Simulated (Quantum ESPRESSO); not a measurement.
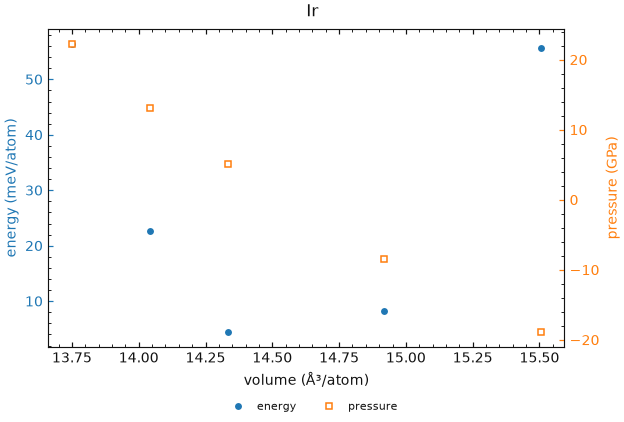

Plotted: energy and pressure against volume for Ir, space group P6_3/mmc (No. 194).

Cell as given: a = 2.751 Å, b = 2.751 Å, c = 4.462 Å, α = 90.00°, β = 90.00°, γ = 120.00°; 2 atoms.

Computed with Quantum ESPRESSO 7.5: plane-wave DFT, no spin polarisation; energies at scaled volumes of the given cell, shape and fractions fixed, counted from the fit's minimum, third-order Birch-Murnaghan fit. Level: PBE.

k mesh 11×11×6; occupations Fermi–Dirac; smearing width 0.05 eV; potentials SSSP 1.3 efficiency PBE; wave cutoff 748.3 eV; density cutoff 5987 eV.

The points at volume 14.63 Å³/atom and 15.21 Å³/atom are left out of the plot. What values does the calculation give there?

```json
{"volume (Å³/atom)": "14.63", "energy (meV/atom)": "0.19", "pressure (GPa)": "-2.11"}
{"volume (Å³/atom)": "15.21", "energy (meV/atom)": "27.19", "pressure (GPa)": "-14.01"}
```

Note: shape and atomic fractions are frozen while scaling, which makes layered, chain and framework solids too stiff.
